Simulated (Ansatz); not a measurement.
# Run report: Cu, band-structure calculation

System: Cu (Fm-3m, 1 atom in the cell).
Method: DFT with r2SCAN, PAW plane waves, no spin polarisation (Ansatz 0.2.0).

The structure derives from an entry of the Crystallography Open Database. Figures and captions count atoms from 1; the log counts them from 0 in places.

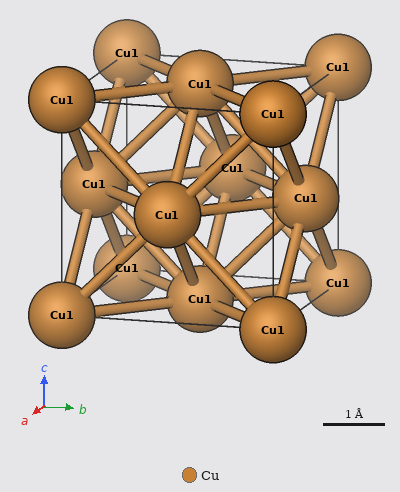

The structure (ball-and-stick view of the cell 4 times as large as that of the calculation, set on its symmetry axes, seen slightly off an axis; atoms are numbered from 1 in the order of the input).

**Key numbers**

| quantity | value |
| --- | --- |
| outcome | converged |
| space group (tolerance 0.01 Å) | Fm-3m (225) |
| electrons treated | 19 |
| free energy | −6631.2087 eV |
| Fermi energy | 15.527 eV |
| pressure | −10.58 GPa |
| electronic character | metal |
| largest force (length of the vector) | under 0.001 eV/Å |
| hardware | 1 thread of an x86-64 CPU, shared host |
| wall time | 4.8 s |
| peak memory | 0.37 GiB |

**Notes**

The cell is under a tension of 10.6 GPa at this level, so it is not at its equilibrium volume.

**Input file**
```yaml
crystal:
  lattice:
    - [0.0, 1.836768, 1.836768]
    - [1.836768, 0.0, 1.836768]
    - [1.836768, 1.836768, 0.0]
  atoms:
    - { symbol: Cu, position: [0.0, 0.0, 0.0] }
  symmetry: { tolerance: 0.0003 }
kpoints:
  mp_grid: { grid: [16, 16, 16], shift: [0, 0, 0] }
  band_path:
    path:
      - [0.0, 0.0, 0.0]
      - [0.5, 0.0, 0.5]
      - [0.625, 0.25, 0.625]
      - [0.375, 0.375, 0.75]
      - [0.0, 0.0, 0.0]
      - [0.5, 0.5, 0.5]
      - [0.5, 0.25, 0.75]
      - [0.5, 0.0, 0.5]
    npoints: 8
magnetization:
  spin_polarized: false
scf:
  occupations: { method: fermi_dirac }
  lower_state_search: "off"
  max_iter: 200
hamiltonian:
  pseudopotentials: { kind: paw }
  xc: r2scan
basis:
  ecutwfc: 500
  fft_grid_basis: typed
output:
  forces: true
  stress: true
  eigenvalues: true
  bader: true
  populations: true
  elf: true
  write_potential: true
  volumetric_format: npy
  dos:
    e_range: [-12, 8]
    de: 0.05
    projected: { site_lists: { Cu: [Cu] } }
checkpoint:
  read: saved_state
```

Launched with:
```bash
ansatz run input.yaml --threads 1 --pin off --max-ram 2560MiB --backend cpu --events-out ev --progress --plain --runs-dir out
```

**What the program printed**
```
Engine: ansatz 0.2.0, x86_64-unknown-linux-gnu
Pseudopotentials: kind: paw
Pseudopotential: Cu, paw, valence charge 19, recommended cutoff 500 eV (meta_gga), Cu.paw.azcp
Functional definition: r2SCAN
  parameter k0 = 0.174
  parameter k1 = 0.065
  parameter a1 = 4.9479
  exchange = r2scan_x(k0 = k0, k1 = k1, a1 = a1)
  correlation = r2scan_c
Crystal: 1 atoms, lattice volume = 12.393 Å³
Basis set: ecut = 500 eV, 331 PW (Γ), exchange–correlation on 80×80×80 points (64 copies of the dense FFT grid, shifted against one another)
Bands: 14, of which v1, the nominal top of the filled ones, is band 10 counted from 1 (9 counted from 0)
Symmetry: 48 space group operations
Space group: Fm-3m (ITA 225), of the structure as read, at distance tolerance 6.9e-4 Å
k-points: 145 of 4096
Non-local potential: Cu, projectors of the file, l = 0: 3, l = 1: 2, l = 2: 3, l = 3: 1
PAW form: soft (Blöchl's): semilocal exchange-correlation on the pseudo side does not see the compensation charge
PAW frozen core: Cu, regenerated for the run's functional (the file was generated under x = pbe(κ = 0.804, μ = 0.2195149727645171), c = pbe(β = 0.06672455060314922))
PAW one-centre angular grid: Cu, 590 points (default); XC on 160 Gauss nodes
Initial density: read from a saved state, or passed on in memory by an earlier SCF of this step, an earlier step, the calling program or the single point that the run made first
Initial wavefunctions: pseudopotential atomic-orbital guess
Functional: x = r2scan, c = r2scan; τ floored in thin density (d = 2e-4 eV/Å³)
iter 1 solved again at ethr=5.37e-6 eV; its pass at ethr=3.10e-3 eV (dr2=1.02e-3 eV) is discarded
SCF iter   1: F=-6631.207929 eV  HF=-6631.206969 eV  |F-HF|=9.60e-4  |Δ(HF+E_count)|=         —  Δρ=3.78e-3  dr2=1.01e-3  dr2_τ=3.56e-4  ethr=5.37e-6  ⟨swp⟩=1.5  Hψ=14382  notcnv=0
preconditioner: auto → none  [metal: Δε(μ)=0.049 eV  Ē_g=17.166 eV  σ=0.100 eV  W_gap=0.12  n_scr=0 (ndim 8)  ℏωp=35.0 eV  f_vac=0.000  D(μ)=0.30/eV (n_scr^D=0)]
SCF iter   2: F=-6631.207481 eV  HF=-6631.208996 eV  |F-HF|=1.51e-3  |Δ(HF+E_count)|=   2.03e-3  Δρ=4.42e-3  dr2=1.25e-3  dr2_τ=1.09e-5  ethr=5.32e-6  ⟨swp⟩=2.6  Hψ=4436  notcnv=0
SCF iter   3: F=-6631.208671 eV  HF=-6631.208661 eV  |F-HF|=1.05e-5  |Δ(HF+E_count)|=   3.35e-4  Δρ=9.48e-4  dr2=3.23e-5  dr2_τ=3.09e-6  ethr=5.32e-6  ⟨swp⟩=2.6  Hψ=3342  notcnv=0
SCF iter   4: F=-6631.208704 eV  HF=-6631.208703 eV  |F-HF|=1.17e-6  |Δ(HF+E_count)|=   4.18e-5  Δρ=3.75e-4  dr2=8.81e-6  dr2_τ=1.80e-7  ethr=1.70e-7  ⟨swp⟩=2.0  Hψ=2838  notcnv=0
SCF iter   5: F=-6631.208705 eV  HF=-6631.208703 eV  |F-HF|=1.79e-6  |Δ(HF+E_count)|=   1.52e-7  Δρ=2.86e-4  dr2=6.11e-6  dr2_τ=2.78e-7  ethr=4.63e-8  ⟨swp⟩=2.0  Hψ=2841  notcnv=0
SCF iter   6: F=-6631.208708 eV  HF=-6631.208708 eV  |F-HF|=1.42e-7  |Δ(HF+E_count)|=   4.97e-6  Δρ=9.12e-5  dr2=6.17e-7  dr2_τ=1.67e-8  ethr=3.22e-8  ⟨swp⟩=2.1  Hψ=2714  notcnv=0
SCF iter   7: F=-6631.208708 eV  HF=-6631.208708 eV  |F-HF|=2.63e-8  |Δ(HF+E_count)|=   1.44e-7  Δρ=2.57e-5  dr2=5.00e-8  dr2_τ=6.48e-10  ethr=5.26e-10  ⟨swp⟩=5.1  Hψ=10832  notcnv=0
SCF 1 converged in 7 iterations: F = -6631.208708 eV  dr2 = 5.00e-8
  greatest PAW one-centre occupation: 1.000 electrons in one spin orbital (limit 2), on the Cu atom at site 0 (counted from 0), in its partial waves of l = 0
```

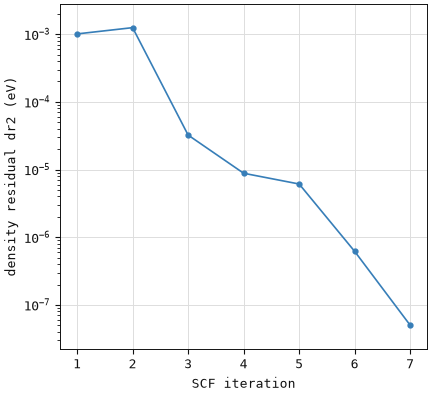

Convergence of the self-consistent field: density residual dr2 against the SCF iteration. The residual falls almost steadily, with no more than small rises.

```
NSCF: frozen V_eff on 57 k-points
SCF converged after 7 iterations
Free energy (F): -6631.208708 eV
Harris-Foulkes:  -6631.208708 eV  (|F-HF|=2.63e-8)
Internal energy: -6631.198913 eV  (E = F + TS)
E sigma→0 (E₀):  -6631.203810 eV
Entropy (-TS):   -0.009795 eV (-9.795 meV/atom)
Fermi energy:    15.526977 eV
--- Per-component energies (eV) ---
  E_band       = -402.792104
  E_kinetic    = 299.066709
  E_local      = -4149.714455  (includes V_loc(G=0)·N_el)
  E_nonlocal   = 396.284126
  E_hartree    = 1829.728123
  E_xc         = -83.186818
  E_vxc        = -123.729697  (∫ρ·V_xc dr)
  E_paw        = -1679.149298  (= ΣΔE_a)
  E_vpaw       = -493.068781  (= ΣTr[D̂ρ^β])
  E_aug_tail   = 0.000127  (compensation charges beyond the density's cutoff)
  E_vtau       = 8.894315  (kinetic-family band-sum trace: ∫τ·v_τ [+ j·A + Jᵃ·Aᵃ] dr)
  E_ewald      = -3243.926319
  E_core_change = -0.301108  (= ΣΔE_core)
  E_smearing   = -0.009795  (= −TS)
  E_closure    = 0.000000  (closes the sum)
  Σ components = -6631.208708   (vs F -6631.208708, Δ=0.00e0)
--- Forces (eV/Å), atoms counted from 1 ---
  atom   1  Cu    -0.00000000     0.00000000    -0.00000000
  max |Σ_I F_I| component: 1.07e-31 eV/Å
--- Stress (GPa, compression-positive) ---
      -10.575681       0.000000       0.000000
        0.000000     -10.575681       0.000000
        0.000000      -0.000000     -10.575681
  P = ⅓ Tr σ = -10.5757 GPa (-105.757 kbar)
--- Band table (eV; the first three rows and the last of 145) ---
  k-point 0: bands = ["-100.7623", "-56.5358", "-56.5358", "-56.5358", "6.2049", "12.5933", "12.5933", "12.5933", "13.3529", "13.3529", "38.5325", "41.0090", "41.0090", "41.0090"]
  k-point 1: bands = ["-100.7619", "-56.5392", "-56.5363", "-56.5363", "6.3482", "12.5642", "12.6190", "12.6190", "13.3430", "13.3430", "37.5574", "39.5661", "40.5415", "40.5415"]
  k-point 2: bands = ["-100.7607", "-56.5491", "-56.5378", "-56.5378", "6.7722", "12.4872", "12.6821", "12.6821", "13.3262", "13.3262", "34.5306", "39.1228", "39.7546", "39.7546"]
  k-point 144: bands = ["-100.7478", "-56.5965", "-56.5965", "-56.5711", "11.4997", "12.0935", "12.0935", "13.3163", "14.0522", "21.8095", "21.8095", "23.8918", "24.4277", "44.1064"]
--- Löwdin populations: 1 site ---
  site symbol       q [e]
     0     Cu     18.8429
  spilling = 0.008270 (of n_electrons = 19.000000)
--- Bader charges: 1 site ---
  site symbol  charge [e]  shift [e]
     0     Cu      0.0000     0.0000
  estimated error of the sums over rays = 2.0e-7 e
```

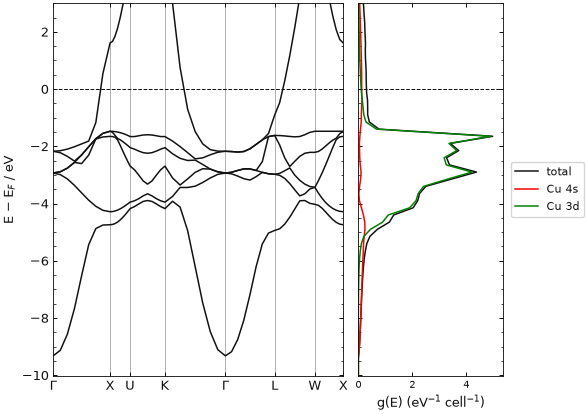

Band structure along Γ–X–U–K–Γ–L–W–X and density of states (projected on Löwdin-orthogonalised atomic shells), with energies from the Fermi level. Bands cross the Fermi level: a metal at this level of theory.

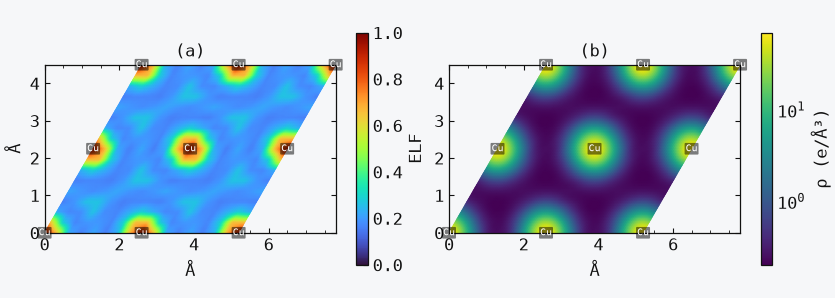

(a) electron localisation function; (b) valence pseudo-density on the plane of lattice vectors 2 and 3 of the input at fractional height 0.000 along vector 1, 2 × 2 cells, interpolated from points about 0.3 Å apart. The plane passes within 0.2 Å of Cu sites. The density in this plane falls to 0.21 e/Å³ at its lowest. The fields are smooth PAW fields, not the true ones close to the nuclei.
